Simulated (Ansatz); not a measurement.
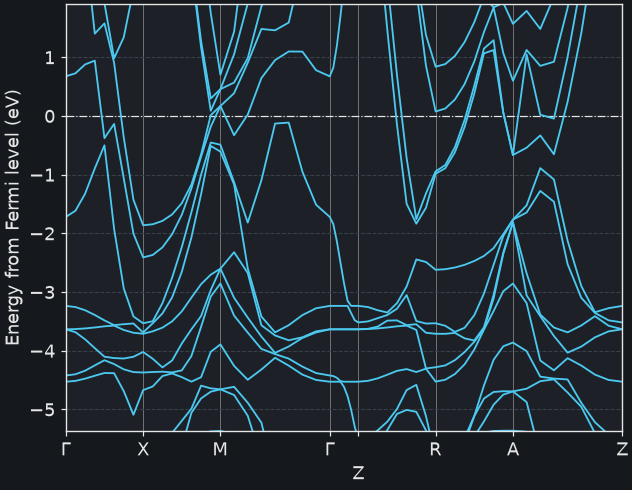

Band structure of CuAl₃, space group P4/mmm (No. 123), 4 atoms in the cell (a = 2.778 Å, c = 7.513 Å (tetragonal axes)). Level of theory: LDA, all-electron LAPW, no spin polarisation, no spin-orbit coupling, 10×10×4 k mesh, Fermi-Dirac smearing of 0.05 eV; code Ansatz. Energies are counted from the Fermi level. The path runs straight from each named point to the next.

A metal: bands cross the Fermi level along this path. At R the nearest levels lie 0.95 eV below and 0.07 eV above the Fermi level.

The cell comes from a database of computed structures, and whether it is the stable form of this composition wasn't checked. Bands are joined in order of energy, so crossings between the computed points show as kinks or gaps.
